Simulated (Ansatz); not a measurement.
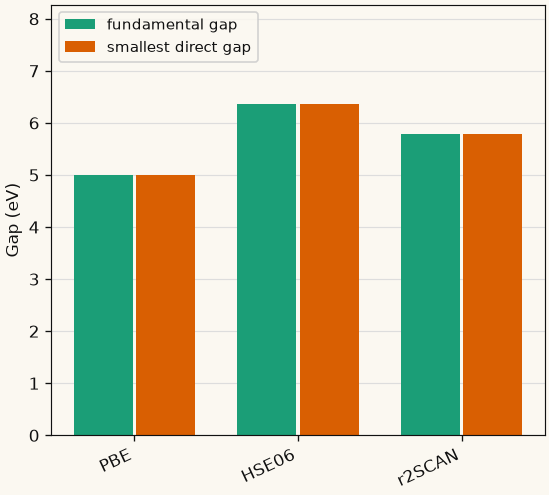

Gaps of NaCl, space group R-3m (No. 166), 2 atoms in the cell, rocksalt type, epitaxial (111) strain +2.0%, at several levels of theory on one cell (Ansatz, plane waves and PAW; edges over the mesh and the special points).

**How does the gap depend on the level, and does its kind change?**

In rising order: PBE 5.00 eV, r2SCAN 5.78 eV and HSE06 6.36 eV. It is direct at every level.
